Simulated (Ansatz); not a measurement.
Structure data:

```
CELL_PARAMETERS angstrom
3.91771 0.00000 0.00000
0.00000 3.91771 0.00000
0.00000 0.00000 3.91771
ATOMIC_POSITIONS crystal
Sr 0.00000 0.00000 0.00000
Ti 0.50000 0.50000 0.50000
O 0.50000 0.00000 0.50000
O 0.50000 0.50000 0.00000
O 0.00000 0.50000 0.50000
```

> Give a crystallographic description of this input.

The structure is one of SrTiO3. The symmetry is that of Pm-3m (No. 221), on a primitive cubic lattice. Prototype: cubic perovskite. One cell contains 1 Sr, 1 Ti, 3 O, 5 atoms in all. The polyhedra are TiO6 octahedra; they share corners. Sr is linked to twelve O in a cuboctahedral arrangement at 2.77 Å. The Ti atoms are each bonded to six O in an octahedral arrangement at 1.96 Å. O bonds to four Sr and two Ti in a distorted octahedral arrangement (2.77 Å to Sr, 1.96 Å to Ti). The bonds build a three-dimensional framework.

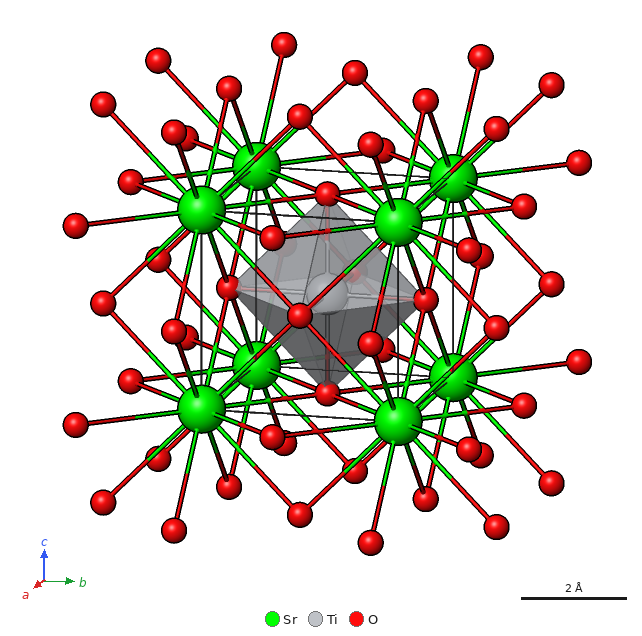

This polyhedral model is shown slightly off an axis. One conventional unit cell is framed, with atoms on its boundary repeated. Some neighbours outside the box are added.

The structure comes from a structure listed in the Materials Project. Earlier steps of the study may have refined or changed the cell and positions. A calculation with Ansatz used it as input.
